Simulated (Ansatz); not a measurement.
# Al: what the fields show

Input

```
crystal:
  lattice:
    - [-1.59121869, 1.59121869, 1.59121869]
    - [1.59121869, -1.59121869, 1.59121869]
    - [1.59121869, 1.59121869, -1.59121869]
  atoms:
    - { symbol: Al, position: [0.0, 0.0, 0.0] }
hamiltonian:
  xc: pbe0
  pseudopotentials: { kind: paw }
kpoints:
  mp_grid: { grid: [6, 6, 6] }
scf:
  occupations: { method: fermi_dirac, width: 0.05 }
output:
  forces: true
  stress: true
  eigenvalues: true
  write_density: true
  write_potential: true
  elf: true
  volumetric_format: npy
```

Command:

```sh
ansatz run input.yaml --threads 2 --pin off --max-ram 5632MiB --backend cpu --events-out ev --progress --plain --runs-dir out
```

Below, planes, directions and counts refer to the conventional cell (a = 3.18 Å, b = 3.18 Å, c = 3.18 Å, α = 90.00°, β = 90.00°, γ = 90.00°).

Space group Im-3m; a structure from a database of computed crystals, not necessarily the ambient phase; computed pressure about 3 GPa in this cell.

Method: Kohn-Sham DFT of a periodic cell, PBE0, Ansatz PAW (Ansatz 0.2.0).

Core electrons are frozen (PAW), and the valence fields are smoothed inside the atomic spheres.

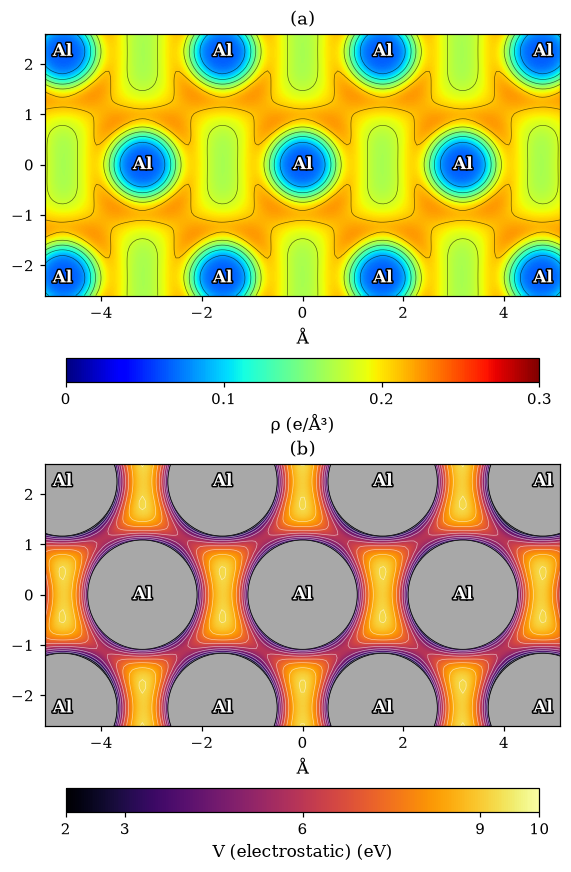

Figure 1. (a) valence pseudo-density; (b) electrostatic potential energy of an electron on the (011̄) plane of the conventional cell. Grey discs cover the atomic cores in the potential map.

What do the fields say about this system?

The plane passes through Al nuclei.
Al–Al (2.76 Å): ρ is about 0.22 e/Å³ halfway.
Between the atoms the lowest density in this plane is 0.17 e/Å³.
Outside the cores the potential energy rises away from the atoms and is highest about 1.7 Å from the nearest atoms; its zero is arbitrary.

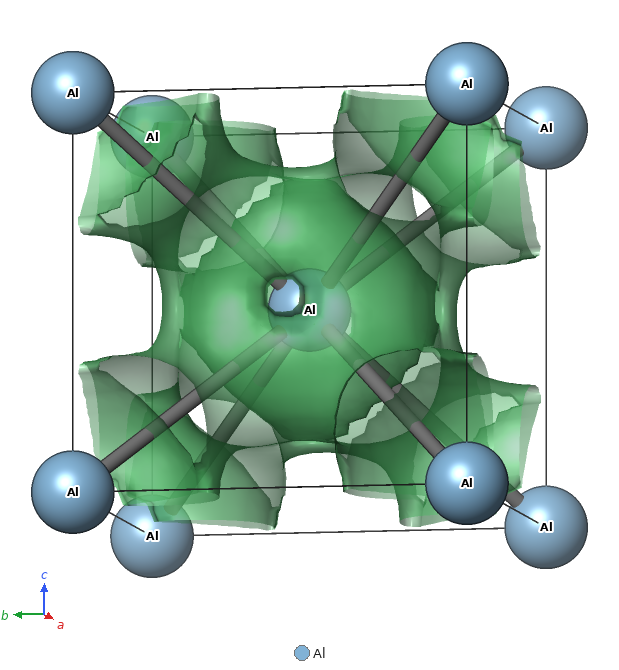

Figure 2. Isosurface of the electron localisation function at 0.55 (green), seen at an oblique angle. Only the valence region is drawn (cores and ρ < 0.01 e/Å³ removed). Sticks mark near contacts.

Where are the electrons localised?

The ELF exceeds this value in one network that runs through the whole crystal, counted in one cell of 2 atoms. Any copies at cell faces, edges or corners count once. There are no localised bonds or lone pairs at this value.


Al–Al (2.76 Å): the ELF peaks at about 0.65 between the atoms.

Does the calculation make it a metal, or give it a gap?

It is metallic or semimetallic at this level of theory: no gap opens.
